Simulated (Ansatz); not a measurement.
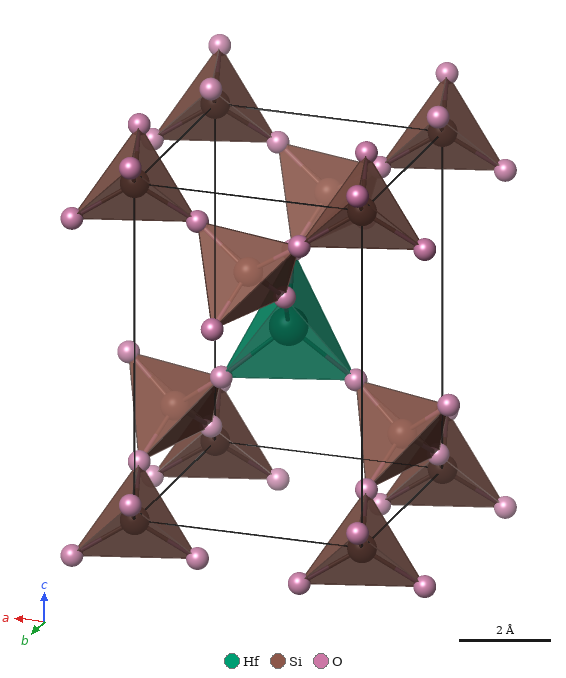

The image is a polyhedral drawing of a crystal, viewed from a general direction. The lines enclose the conventional unit cell; boundary atoms appear with their images. Some atoms of the next cells are drawn as well.

HfSi3O8, space group P-4 (No. 81), a = 5.32 Å, b = 5.32 Å, c = 7.94 Å, α = 90.00°, β = 90.00°, γ = 90.00°.

Theory: DFT PBE, scalar-relativistic, plane waves, PAW in Ansatz. Numerical settings: a basis cut at 420 eV, a 4×4×4 k-point grid, Gaussian smearing of 0.02 eV, no spin polarisation.

What does the calculation say: metal or gapped?

Answer. An insulator at this level, with a gap of 4.91 eV on the k-mesh (the true edges may lie between mesh points, so the gap can be somewhat smaller).

Its origin is a structure type filled with these elements by a generator (whether the compound takes this form wasn't checked). Earlier steps of the study may have refined or changed the cell and positions. It went into a calculation with Ansatz.
